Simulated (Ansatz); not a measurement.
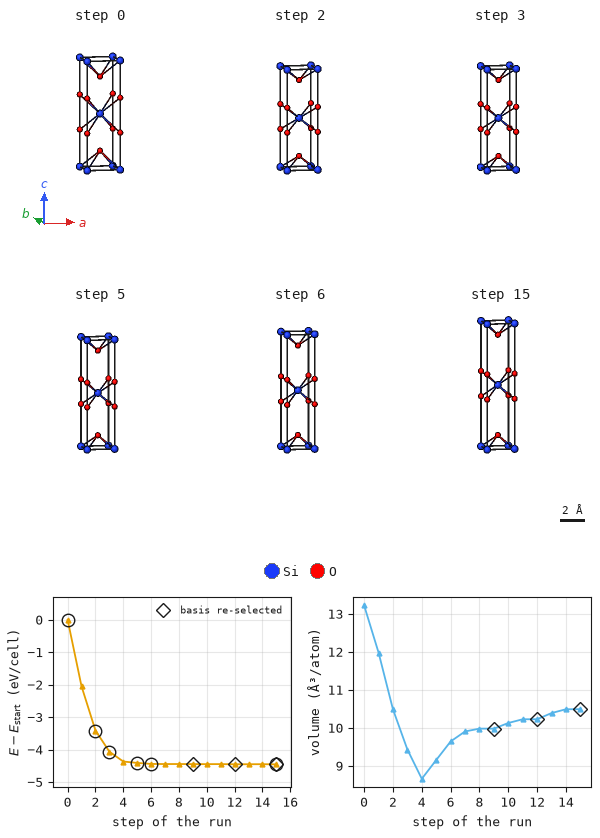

Frames of a relaxation of solid SiO2 (built on the Ti2Pd type) (coarse preliminary run), marked on the history of the run. The picture is a ball-and-stick view of the conventional cell (2 times the calculation's cell), seen slightly off an axis. Lengths and directions refer to the drawn axes.

Case: Ti2Pd type (I4/mmm, No. 139).

Computed with DFT PBE, scalar-relativistic, plane waves, PAW in Ansatz. (plane-wave cutoff 420 eV; k-point mesh 8 × 8 × 8; occupations gaussian; smearing width 0.1 eV; no spin polarisation; cell and atoms relaxed; force threshold 0.04 eV/Å; at most 70 steps)

> What happens along the run?

After 12 accepted moves (15 points after the start) the energy has fallen by 4.453 eV per cell of the calculation. The largest force component goes from 3.6 to 0.017 eV/Å. The pressure goes from −30.99 to 0.12 GPa. The SCF was repeated 3 times at an unchanged geometry on a basis and grid sized afresh for the cell, which shifted the energy by 5.2 meV per cell of the calculation at most. The largest moves relative to the cell, 0.65 Å, are those of O atoms. Si stays in place. The volume changes by −20.7 %, with a = b 2.900 → 2.410 Å (−16.9 %), c 9.436 → 10.837 Å (+14.8 %). Some distances before and after: O–Si 2.546 → 2.022 Å, Si–Si 2.900 → 2.410 Å. The space group stays I4/mmm (No. 139). From step 0 to 2: O atoms move most (0.31 Å), volume −20.7 %, energy −3.410 eV per cell of the calculation. From step 2 to 3: volume −10.1 %, energy −0.652 eV per cell of the calculation. From step 3 to 5: O atoms move most (0.10 Å), volume −2.9 %, energy −0.347 eV per cell of the calculation. From step 5 to 6: O atoms move most (0.03 Å), volume +5.3 %, energy −31.9 meV per cell of the calculation. From step 6 to 15: O atoms move most (0.11 Å), volume +8.8 %, energy −12.4 meV per cell of the calculation.

```
step  E − E(0), meV/atom  largest force component, eV/Å  pressure, GPa  volume, Å³/atom                      note
   0                0.00                         3.6087         -30.99           13.225                          
   1             -683.49                         2.7903         -33.23           11.985                          
   2            -1136.52                         0.2262         -22.01           10.490                          
   3            -1353.95                         0.1573         -12.96            9.433                          
   4            -1455.22                         0.3084           4.72            8.662                          
   5            -1469.48                         0.6874           4.36            9.156                          
   6            -1480.10                         0.1578          -0.35            9.645                          
   7            -1481.07                         0.0799           1.21            9.908                          
   8            -1480.93                         0.0116          -0.24            9.982                          
   9            -1481.85                         0.0100          -0.38            9.982  same geometry, new basis
  10            -1482.02                         0.0447           0.17           10.131                          
  11            -1481.69                         0.0117           0.07           10.229                          
  12            -1483.44                         0.0069           0.35           10.229  same geometry, new basis
  13            -1483.02                         0.0248           0.19           10.392                          
  14            -1482.53                         0.0129           0.00           10.493                          
  15            -1484.25                         0.0166           0.12           10.493  same geometry, new basis
```
